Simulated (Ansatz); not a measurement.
Run report: Au, single-point calculation

- system: Au (P-1, 2 atoms in the cell)
- method: DFT r2SCAN, scalar-relativistic, plane waves, PAW, no spin polarisation (Ansatz 0.2.0)

The structure derives from an entry of the Crystallography Open Database. It belongs to a series of runs on one base structure; here: atom 1 (Au) moved by (-0.200, -0.100) A along [1 1 0] and z. Figures and captions count atoms from 1; the log counts them from 0 in places.

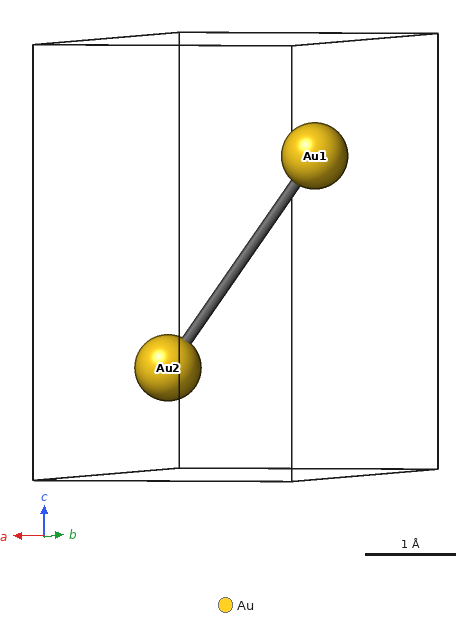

Figure 1. The structure as given in the input (ball-and-stick view of the cell of the calculation, seen at an oblique angle; atoms are numbered from 1 in the order of the input). An atom can appear more than once, as a periodic image. Near neighbours in the periodic cell (some may lie outside the picture): Au has 12 Au at 2.77 to 3.13 Å.

Input
```yaml
crystal:
  lattice:
    - [2.8999984104, 0.0, 0.0]
    - [-1.4499992052, 2.5114722944, 0.0]
    - [0.0, 0.0, 4.88]
  atoms:
    - { symbol: Au, position: [0.2564122517, 0.6103565268, 0.7295081967] }
    - { symbol: Au, position: [0.6666666667, 0.3333333333, 0.25] }
basis:
  ecutwfc: 500
kpoints:
  mp_grid: { grid: [18, 18, 10] }
hamiltonian:
  xc: r2scan
scf:
  occupations: { method: gaussian, width: 0.15 }
output:
  forces: true
  stress: true
  eigenvalues: true
  write_density: true
  write_potential: true
  elf: true
  volumetric_format: npy
```

Launch command:
```bash
ansatz run input.yaml --threads 1 --pin off --max-ram 2560MiB --backend cpu --events-out ev --progress --plain --runs-dir out
```

Log
```
Engine: ansatz 0.2.0, x86_64-unknown-linux-gnu
Pseudopotentials: kind: paw
Pseudopotential: Au, paw, valence charge 19, recommended cutoff 500 eV (meta_gga), Au.paw.azcp
Functional definition: r2SCAN
  parameter k0 = 0.174
  parameter k1 = 0.065
  parameter a1 = 4.9479
  exchange = r2scan_x(k0 = k0, k1 = k1, a1 = a1)
  correlation = r2scan_c
Crystal: 2 atoms, lattice volume = 35.542 Å³
Basis set: ecut = 500 eV, 893 PW (Γ), exchange–correlation on 96×96×144 points (64 copies of the dense FFT grid, shifted against one another)
Bands: 23, of which v1, the nominal top of the filled ones, is band 19 counted from 1 (18 counted from 0)
Symmetry: 2 space group operations
Space group: P-1 (ITA 2), of the structure as read, at distance tolerance 3.3e-5 Å
k-points: 1624 of 3240
Non-local potential: Au, projectors of the file, l = 0: 3, l = 1: 2, l = 2: 2, l = 3: 1
PAW form: soft (Blöchl's): semilocal exchange-correlation on the pseudo side does not see the compensation charge
PAW frozen core: Au, regenerated for the run's functional (the file was generated under x = pbe(κ = 0.804, μ = 0.2195149727645171), c = pbe(β = 0.06672455060314922))
PAW one-centre angular grid: Au, 590 points (default); XC on 160 Gauss nodes
Initial density: superposition of atomic densities (neutral atoms: chi_scale 0, normalization atom), corrected by the library's trained network
Initial wavefunctions: pseudopotential atomic-orbital guess
Functional: x = r2scan, c = r2scan; τ floored in thin density (d = 2e-4 eV/Å³)
SCF iter   1: F=—  HF=-26326.972726 eV  |F-HF|=—  |Δ(HF+E_count)|=         —  Δρ=1.49e-2  dr2=8.15e-2  dr2_τ=6.14e-3  ethr=1.77e-3  ⟨swp⟩=4.5  Hψ=138895  notcnv=0
preconditioner: auto → Kerker (q_TF=auto, 2.759 Å⁻¹)  [metal: Δε(μ)=0.002 eV  Ē_g=11.340 eV  σ=0.150 eV  W_gap=0.01  n_scr=10 (ndim 8)  ℏωp=29.2 eV  f_vac=0.000  D(μ)=0.70/eV (n_scr^D=2)]
SCF iter   2: F=—  HF=-26326.956033 eV  |F-HF|=—  |Δ(HF+E_count)|=   1.67e-2  Δρ=5.92e-3  dr2=1.18e-2  dr2_τ=2.15e-3  ethr=2.14e-4  ⟨swp⟩=1.6  Hψ=60674  notcnv=0
SCF iter   3: F=—  HF=-26326.956714 eV  |F-HF|=—  |Δ(HF+E_count)|=   6.81e-4  Δρ=2.15e-3  dr2=1.34e-3  dr2_τ=5.78e-5  ethr=3.12e-5  ⟨swp⟩=2.2  Hψ=51811  notcnv=0
SCF iter   4: F=—  HF=-26326.957126 eV  |F-HF|=—  |Δ(HF+E_count)|=   4.12e-4  Δρ=6.26e-4  dr2=9.18e-5  dr2_τ=8.27e-6  ethr=3.52e-6  ⟨swp⟩=2.0  Hψ=67933  notcnv=0
SCF iter   5: F=—  HF=-26326.957157 eV  |F-HF|=—  |Δ(HF+E_count)|=   3.07e-5  Δρ=1.72e-4  dr2=1.33e-5  dr2_τ=6.17e-7  ethr=2.42e-7  ⟨swp⟩=2.2  Hψ=57829  notcnv=0
SCF iter   6: F=—  HF=-26326.957157 eV  |F-HF|=—  |Δ(HF+E_count)|=   8.86e-7  Δρ=3.79e-5  dr2=5.74e-7  dr2_τ=1.30e-8  ethr=3.51e-8  ⟨swp⟩=2.0  Hψ=54142  notcnv=0
SCF iter   7: F=-26326.957158 eV  HF=-26326.957158 eV  |F-HF|=1.08e-8  |Δ(HF+E_count)|=   9.83e-8  Δρ=7.39e-6  dr2=2.29e-8  dr2_τ=2.58e-9  ethr=2.63e-10  ⟨swp⟩=9.6  Hψ=259129  notcnv=0
SCF 1 converged in 7 iterations: F = -26326.957158 eV  dr2 = 2.29e-8
  greatest PAW one-centre occupation: 1.003 electrons in one spin orbital (limit 2), on the Au atom at site 1 (counted from 0), in its partial waves of l = 0
```

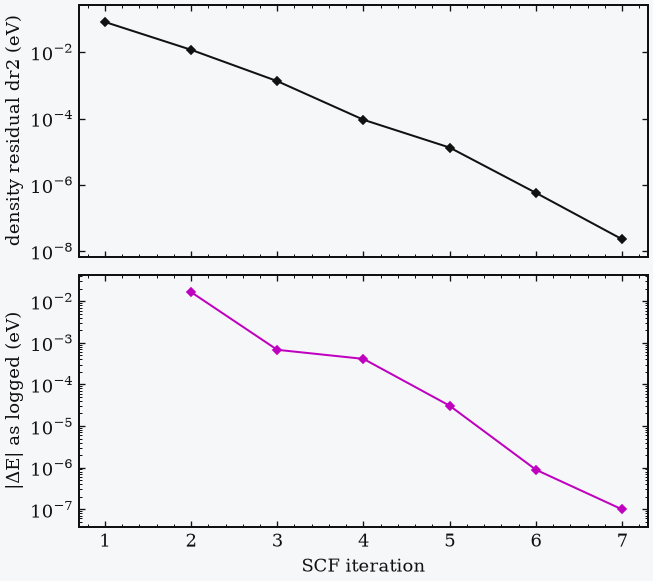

Figure 2. Convergence of the self-consistent field: density residual dr2 and size of the energy change against the SCF iteration. The residual falls at every step.

```
SCF converged after 7 iterations
Free energy (F): -26326.957158 eV
Harris-Foulkes:  -26326.957158 eV  (|F-HF|=1.08e-8)
Internal energy: -26326.948697 eV  (E = F + TS)
E sigma→0 (E₀):  -26326.952927 eV
Entropy (-TS):   -0.008460 eV (-4.230 meV/atom)
Fermi energy:    19.353742 eV
--- Per-component energies (eV) ---
  E_band       = -488.785246
  E_kinetic    = 1210.530796
  E_local      = -3567.194638  (includes V_loc(G=0)·N_el)
  E_nonlocal   = 152.021717
  E_hartree    = 1518.932995
  E_xc         = -435.784601
  E_vxc        = -612.892338  (∫ρ·V_xc dr)
  E_paw        = -19462.666048  (= ΣΔE_a)
  E_vpaw       = -750.958527  (= ΣTr[D̂ρ^β])
  E_aug_tail   = 0.001396  (compensation charges beyond the density's cutoff)
  E_vtau       = 41.834809  (kinetic-family band-sum trace: ∫τ·v_τ [+ j·A + Jᵃ·Aᵃ] dr)
  E_ewald      = -5742.437666
  E_core_change = -0.352647  (= ΣΔE_core)
  E_smearing   = -0.008460  (= −TS)
  E_closure    = 0.000000  (closes the sum)
  Σ components = -26326.957158   (vs F -26326.957158, Δ=0.00e0)
--- Forces (eV/Å), atoms counted from 1 ---
  atom   1  Au     0.12401574     0.06853842     0.67147822
  atom   2  Au    -0.12401574    -0.06853842    -0.67147822
  max |Σ_I F_I| component: 0.00e0 eV/Å
--- Stress (GPa, compression-positive) ---
       -0.488064       0.390369       0.842202
        0.390369      -1.164074       0.604025
        0.842203       0.604025       0.717470
  P = ⅓ Tr σ = -0.3116 GPa (-3.116 kbar)
--- Band table (eV; the first three rows and the last of 1624) ---
  k-point 0: bands = ["-88.1365", "-88.1260", "-39.1057", "-38.9511", "-38.9232", "-38.9129", "-38.9101", "-38.9068", "9.7100", "12.0386", "14.3204", "14.6635", "14.7597", "14.9167", "15.0968", "15.4438", "16.0058", "16.6719", "17.2411", "18.5936", "21.8866", "34.5887", "35.7734"]
  k-point 1: bands = ["-88.1363", "-88.1262", "-39.1015", "-38.9506", "-38.9231", "-38.9145", "-38.9107", "-38.9096", "9.7920", "12.0371", "14.3064", "14.6512", "14.7380", "14.8935", "15.0795", "15.4974", "16.0514", "16.6827", "17.2076", "17.9681", "22.6698", "34.4498", "35.8103"]
  k-point 2: bands = ["-88.1357", "-88.1268", "-39.0894", "-38.9497", "-38.9248", "-38.9211", "-38.9142", "-38.9110", "10.0315", "12.0206", "14.2726", "14.6321", "14.6896", "14.8320", "15.0235", "15.6372", "16.1673", "16.7040", "16.8556", "17.1160", "24.2640", "34.0987", "35.7130"]
  k-point 1623: bands = ["-88.1242", "-88.1220", "-39.1129", "-39.1120", "-38.9918", "-38.9699", "-38.9626", "-38.9472", "12.4405", "12.4483", "13.2371", "13.5669", "15.5632", "15.9878", "16.7491", "16.8566", "17.3852", "17.4357", "20.0454", "20.2428", "23.0916", "23.3682", "32.5796"]
```

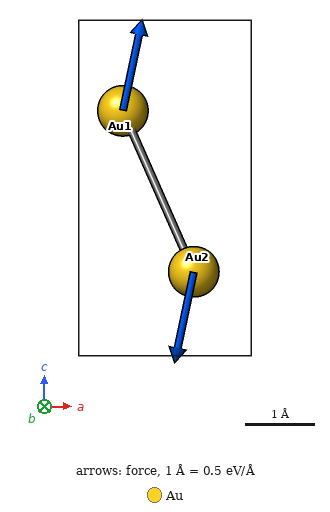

Figure 3. Forces on the atoms as blue arrows (ball-and-stick view of the cell of the calculation, along the b axis; atoms are numbered from 1 in the order of the input). The largest act on Au1, Au2 (0.69 eV/Å). The geometry is not a stationary point of this energy.

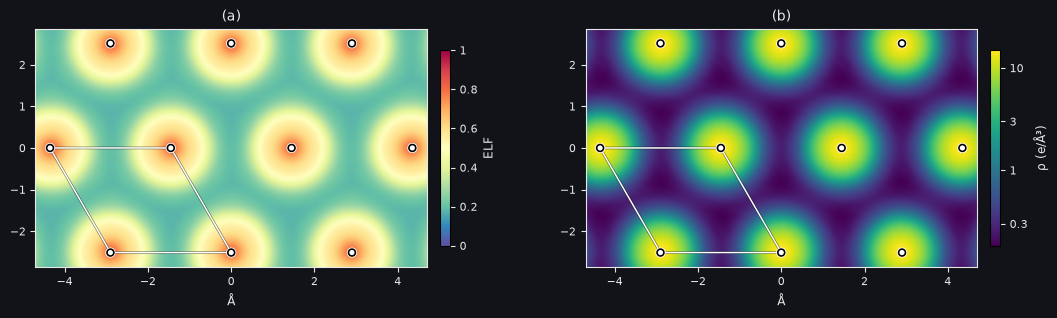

Figure 4. (a) ELF; (b) valence pseudo-density on the (001) plane of the conventional cell. Circles mark the nuclei in the plane (Au). Atoms in the plane: Au. Au–Au (2.90 Å): ρ is about 0.26 e/Å³ halfway; the ELF is about 0.20 at the midpoint; no localised pair between them. Away from the nuclei the density in this plane falls to 0.18 e/Å³ at its lowest. The strong features right at Au lie inside the PAW spheres (semicore, d or f shells) and say nothing about bonding. In a PAW calculation such maps are meaningful between the atoms, not at the nuclei.

Key numbers

| quantity | value |
| --- | --- |
| outcome | converged |
| space group (tolerance 0.01 Å) | P-1 (2) |
| electrons treated | 38 |
| free energy | −26326.9572 eV |
| Fermi energy | 19.354 eV |
| gap on the k-point mesh | none (metallic) |
| pressure | −0.31 GPa |
| largest force (length of the vector) | 0.686 eV/Å |
| hardware | 1 thread of AMD EPYC (Zen 5), 176 GiB of memory available, shared host |
| wall time | 64 s |
| peak memory | 1.4 GiB |

Notes

Spin–orbit coupling is left out, which matters for Au.
